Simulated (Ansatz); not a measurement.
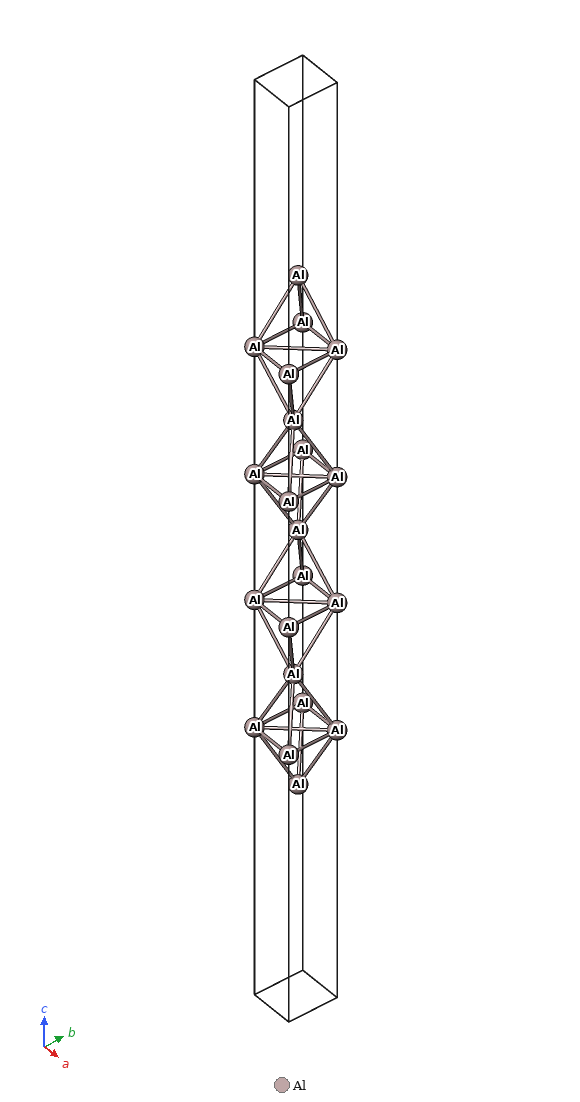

Drawn in the ball-and-stick manner and seen from a general direction. Atoms at the boundary of the simulation cell (the box) are drawn once for each face, edge or corner they touch.

The element is aluminium. The cell holds nine atoms. By contacts within bonding range, the coordination numbers are Al 9 to 12 (mean 11.3). The bonds build Al layers parallel to (001).

Provenance: a structure listed in the Materials Project, from which a slab was cut. The atoms were relaxed in a fixed cell with Ansatz, DFT PBE, scalar-relativistic, plane waves, PAW.
